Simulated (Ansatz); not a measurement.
Al$_{2}$Ru: several calculations on one system

## 1. Vibrations

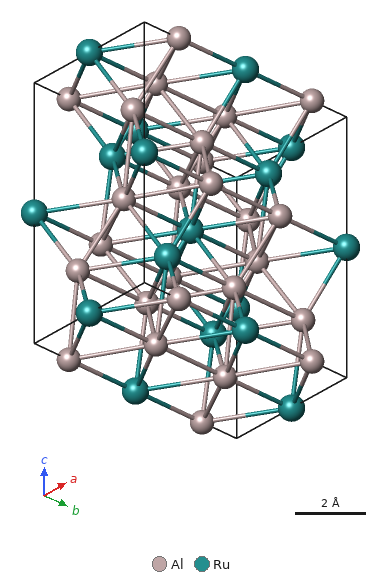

Phonons of solid Al2Ru at 0.98 times its rest volume, space group Fddd (No. 70), at the zone centre. A ball-and-stick model of the conventional cell (4 times the calculation's cell), seen from a free direction. Lengths and directions refer to the drawn axes.

Theory: DFT PBEsol, scalar-relativistic, plane waves, PAW in Ansatz 0.2.0.

Input file:
```yaml
crystal:
  lattice:
    - [0.0, 3.9569838365, 4.3600191962]
    - [2.3348499907, 0.0, 4.3600191962]
    - [2.3348499907, 3.9569838365, 0.0]
  atoms:
    - { symbol: Al, position: [0.0792243796, 0.4207756204, 0.0792243796] }
    - { symbol: Al, position: [0.4207756204, 0.0792243796, 0.4207756204] }
    - { symbol: Al, position: [0.1707756204, 0.8292243796, 0.1707756204] }
    - { symbol: Al, position: [0.8292243796, 0.1707756204, 0.8292243796] }
    - { symbol: Ru, position: [0.75, 0.75, 0.75] }
    - { symbol: Ru, position: [0.5, 0.5, 0.5] }
basis:
  ecutwfc: 420
kpoints:
  mp_grid: { grid: [10, 10, 10] }
hamiltonian:
  xc: pbesol
scf:
  occupations: { method: gaussian, width: 0.01 }
output:
  eigenvalues: true
phonons:
  method: dfpt
  eigenvectors: true
```

Run as
```bash
ansatz run input.yaml --threads 2 --pin off --max-ram 7168MiB --backend cpu --events-out ev --progress --plain --runs-dir out
```

Frequencies are those without the non-analytic (LO–TO) term.

> List the optical modes.

The calculation's cell holds 6 atoms, so there are 15 optical modes, in 14 levels. No level is unstable.

```tsv
level	symmetry	frequency (cm⁻¹)	activity
1	B₃u	138	infrared-active
2	B₃g	189	Raman-active
3	B₂g	210	Raman-active
4	B₁g	230	Raman-active
5	doubly degenerate	252	not assigned
6	B₂g	255	Raman-active
7	B₁u	274	infrared-active
8	B₃u	310	infrared-active
9	A_g	360	Raman-active
10	A_u	367	silent
11	B₁g	392	Raman-active
12	B₁u	403	infrared-active
13	B₃g	425	Raman-active
14	B₁g	483	Raman-active
```

The modes drawn as arrows (one member of each degenerate set), 6 of the levels:

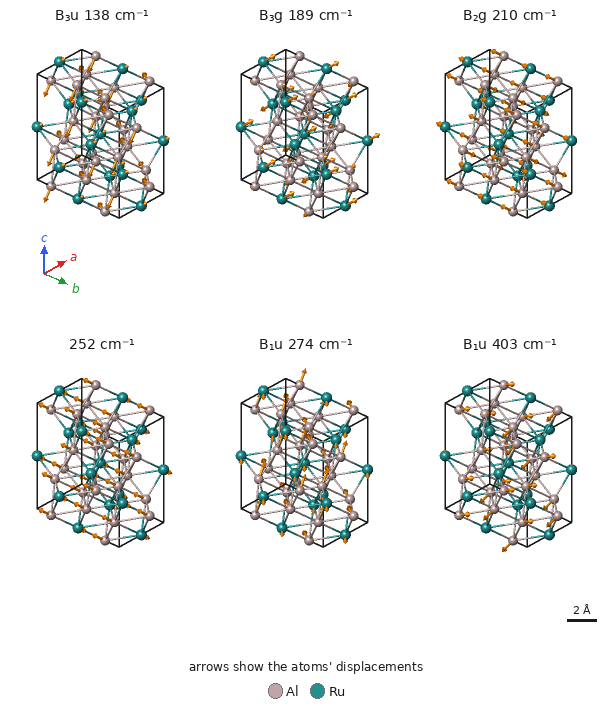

## 2. Vibrations

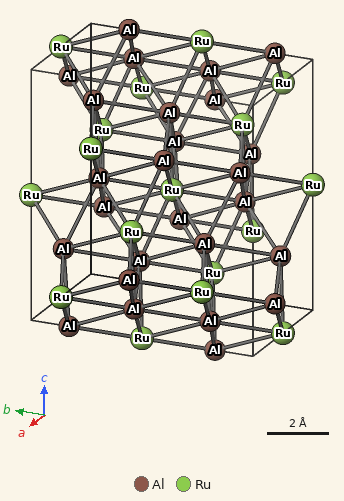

Normal modes of solid Al2Ru at 1.02 times its rest volume, space group Fddd (No. 70), at the zone centre. The picture is a ball-and-stick view of the conventional cell (4 times the calculation's cell), seen from a free direction. Lengths and directions refer to the drawn axes.

Method: DFT PBEsol, scalar-relativistic, plane waves, PAW (Ansatz 0.2.0).

Input file:
```yaml
crystal:
  lattice:
    - [0.0, 4.0183932347, 4.4089283807]
    - [2.3664660528, 0.0, 4.4089283807]
    - [2.3664660528, 4.0183932347, 0.0]
  atoms:
    - { symbol: Al, position: [0.0786061586, 0.4213938414, 0.0786061586] }
    - { symbol: Al, position: [0.4213938414, 0.0786061586, 0.4213938414] }
    - { symbol: Al, position: [0.1713938414, 0.8286061586, 0.1713938414] }
    - { symbol: Al, position: [0.8286061586, 0.1713938414, 0.8286061586] }
    - { symbol: Ru, position: [0.75, 0.75, 0.75] }
    - { symbol: Ru, position: [0.5, 0.5, 0.5] }
basis:
  ecutwfc: 420
kpoints:
  mp_grid: { grid: [10, 10, 10] }
hamiltonian:
  xc: pbesol
scf:
  occupations: { method: gaussian, width: 0.01 }
output:
  eigenvalues: true
phonons:
  method: dfpt
  eigenvectors: true
```

Launched with:
```bash
ansatz run input.yaml --threads 2 --pin off --max-ram 7168MiB --backend cpu --events-out ev --progress --plain --runs-dir out
```

Frequencies are those without the non-analytic (LO–TO) term.

### List the optical modes.

The calculation's cell holds 6 atoms, so there are 15 optical modes, in 15 levels. The optical modes span 2B₃u + 3B₃g + 2B₂g + 3B₁g + B₂u + 2B₁u + A_g + A_u. No level is unstable.

| level | symmetry | frequency (cm⁻¹) | activity |
| --- | --- | --- | --- |
| 1 | B₃u | 127 | infrared-active |
| 2 | B₃g | 171 | Raman-active |
| 3 | B₂g | 204 | Raman-active |
| 4 | B₁g | 219 | Raman-active |
| 5 | B₂u | 231 | infrared-active |
| 6 | B₂g | 233 | Raman-active |
| 7 | B₃g | 236 | Raman-active |
| 8 | B₁u | 260 | infrared-active |
| 9 | B₃u | 286 | infrared-active |
| 10 | A_g | 336 | Raman-active |
| 11 | A_u | 340 | silent |
| 12 | B₁g | 369 | Raman-active |
| 13 | B₁u | 379 | infrared-active |
| 14 | B₃g | 403 | Raman-active |
| 15 | B₁g | 458 | Raman-active |

The modes drawn as arrows, 6 of the levels:

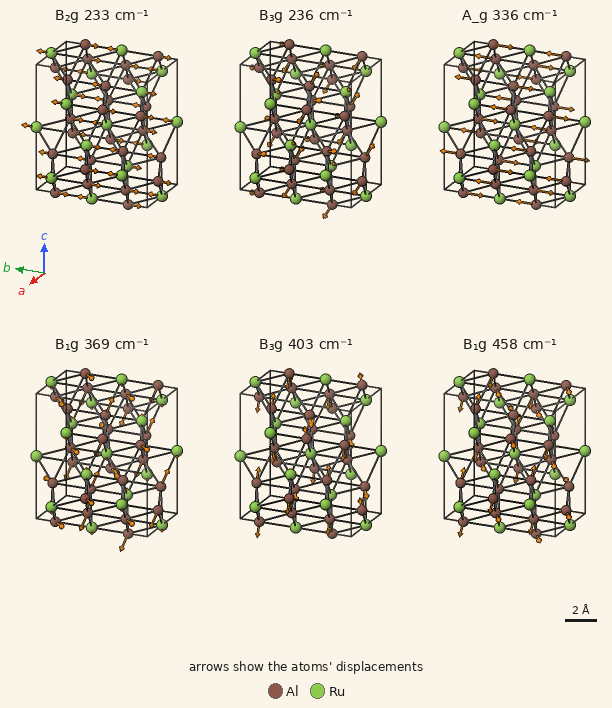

## 3. One mode

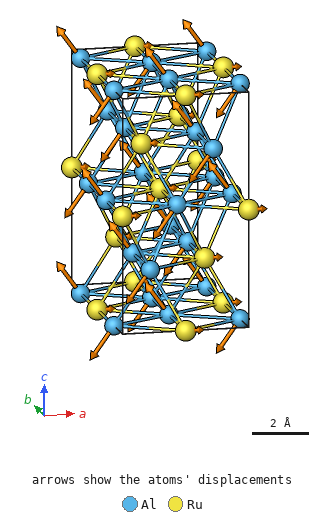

One vibrational mode of crystalline Al2Ru at the zone centre. The orange arrows give the relative displacements of the atoms. The picture is a ball-and-stick view of the conventional cell (4 times the calculation's cell), seen slightly off an axis. Lengths and directions refer to the drawn axes.

All numbers below come from Ansatz 0.2.0, DFT PBEsol, scalar-relativistic, plane waves, PAW. (plane-wave cutoff 420 eV; k-point mesh 10 × 10 × 10; occupations gaussian; smearing width 0.01 eV; no spin polarisation)

Frequencies are those without the non-analytic (LO–TO) term.

Question: What mode is this, and where does it lie in the spectrum?

Answer: This is the B₃u mode at 16.4 meV, the lowest optical level, infrared-active by symmetry. The kinetic energy is shared as Al 85 %, Ru 15 %.

## 4. Softest mode

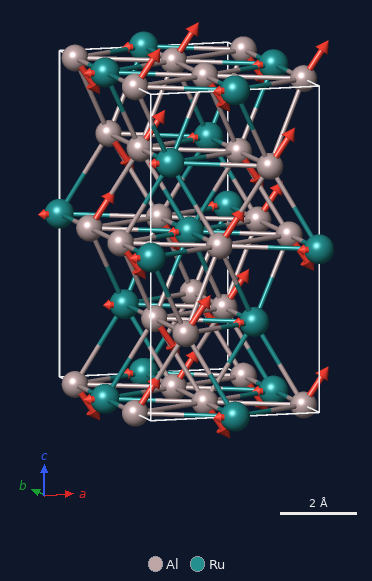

The lowest optical mode of solid Al₂Ru relaxed at 6 GPa, space group Fddd (No. 70), at the zone centre. The red arrows are the displacements of the atoms (eigenvector over the root of the mass), of arbitrary overall length and sign. Style: ball-and-stick. Shown: the conventional cell (4 times the calculation's cell), slightly off an axis. Lengths and directions refer to the drawn axes.

The calculation used Ansatz, DFT PBEsol, scalar-relativistic, plane waves, PAW. Settings: plane-wave cutoff 420 eV; k-point mesh 10 × 10 × 10; occupations gaussian; smearing width 0.01 eV; target pressure 6 GPa; no spin polarisation.

Frequencies are those without the non-analytic (LO–TO) term.

Q: Is this crystal at a minimum with respect to the drawn distortion?

A: Yes: this softest mode has a real frequency, and so have all others here. That speaks for this wave vector alone: the rest of the zone wasn't checked in this run. This is the B₃u mode at 141 cm⁻¹, the lowest optical level, infrared-active by symmetry. The kinetic energy is shared as Al 85 %, Ru 15 %.
